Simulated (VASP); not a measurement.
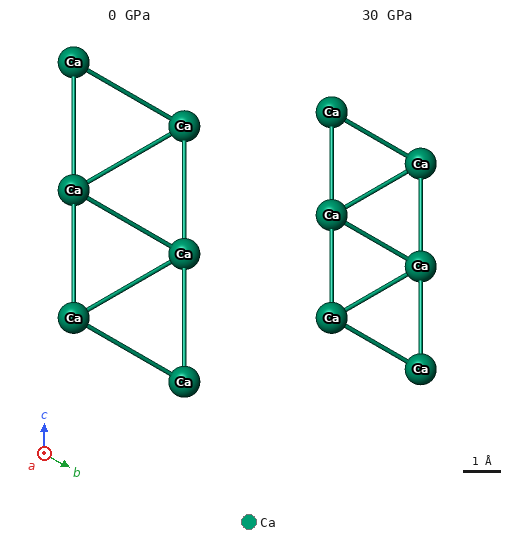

Solid Ca (set up in Im-3m), relaxed (cell and atoms) at several target pressures. The picture shows the first and the last member. A ball-and-stick model of the cell of the calculation, repeated 1 × 1 × 2 with one cell outlined, seen along the a axis.

Computed with VASP 6.6.1: PBEsol, VASP PAW PBE potentials, recommended. Settings: plane-wave cutoff 600 eV; k-point mesh 8 × 8 × 8; occupations fermi-dirac; smearing width 0.05 eV; no spin polarisation.

```csv
pressure (GPa),volume (Å³/atom),a (Å)
0,40.463,3.746
2,36.461,3.618
5,32.773,3.492
10,?,?
20,23.875,3.142
30,21.081,3.014
```

**Fill in the missing row.**

Murnaghan's form V = V₀(1 + B′P/B₀)^(−1/B′), with V₀ = 40.463 Å³ from the row at zero pressure, fits the other rows with B₀ = 17.4 GPa and B′ = 2.63 (largest miss 0.136 Å³). At 10 GPa it gives 40.463 × (1 + 2.63 × 10/17.4)^(−1/2.63) = 28.510 Å³ per atom. The calculation gives 28.811 Å³/atom (a = 3.345 Å). The estimate is 0.301 Å³/atom too low. From the first member to the last: Ca–Ca 4.325 → 3.480 Å, Ca–Ca 3.746 → 3.014 Å.

The whole series:

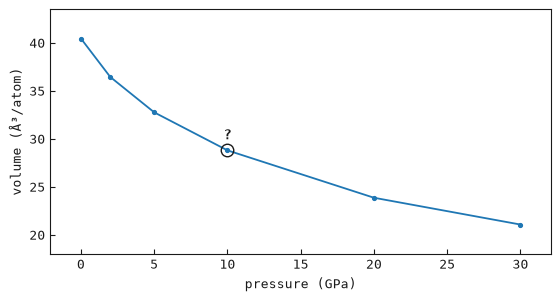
